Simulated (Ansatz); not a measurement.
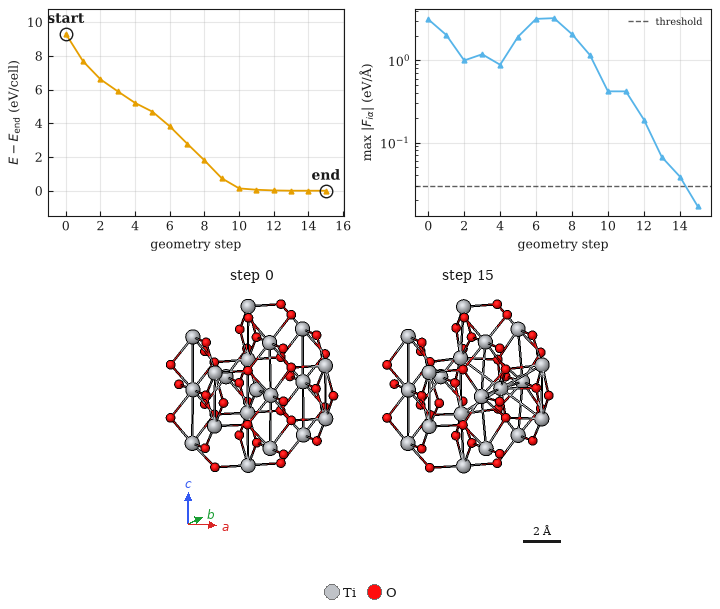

First and last geometry of a relaxation of a defect cell of composition Ti25O47 (cell charge −2), with the history of the run. The picture is a ball-and-stick view of the atoms within 5.0 Å of the atom that moves most (axes of the cell of the calculation (origin shifted)), seen slightly off an axis.

The calculation used Ansatz 0.2.0, DFT, PBEsol, PAW, plane waves. (plane-wave cutoff 420 eV; k-point mesh 1 × 1 × 1; mesh shifted by (0.25, 0.25, 0.25); no spin polarisation; atoms relaxed in a fixed cell; force threshold 0.03 eV/Å; at most 80 steps)

Question: What do the curves and the structures tell?

Answer: It converged. The largest move is that of a Ti atom, 1.58 Å along [3 2 0]. By element the largest moves are Ti 1.58 Å, O 0.25 Å. The cell stays as it was. Among the contacts that change: O–Ti 3.297 → 1.966 Å, Ti–Ti 4.112 → 2.871 Å, Ti–Ti 4.078 → 2.862 Å, Ti–Ti 1.936 → 2.862 Å. New bonds form, among them: O–Ti (2.74 → 2.01 Å), O–Ti (2.77 → 2.00 Å), O–Ti (2.77 → 2.04 Å), O–Ti (2.78 → 2.02 Å). Among the angles between lasting bonds that change: Ti–Ti–Ti 130.7° → 89.4°, Ti–Ti–Ti 130.7° → 91.4°, Ti–Ti–Ti 98.5° → 65.5°. The energy falls by 9.302 eV per cell of the calculation in 15 geometry steps. The largest force component goes from 3.2 to 0.017 eV/Å.

```csv
step,"E − E(0), meV/atom","largest force component, eV/Å"
0,0.00,3.1535
1,-22.65,2.0364
2,-37.44,0.9961
3,-47.36,1.1849
4,-56.89,0.8830
5,-64.13,1.9413
6,-76.19,3.1908
7,-90.39,3.2562
8,-104.21,2.0801
9,-118.97,1.1570
10,-127.27,0.4194
11,-128.39,0.4189
12,-128.94,0.1900
13,-129.17,0.0665
14,-129.18,0.0386
15,-129.19,0.0167
```

Limits of the set-up: the cell is charged, on a uniform background, and energies carry no finite-size correction.
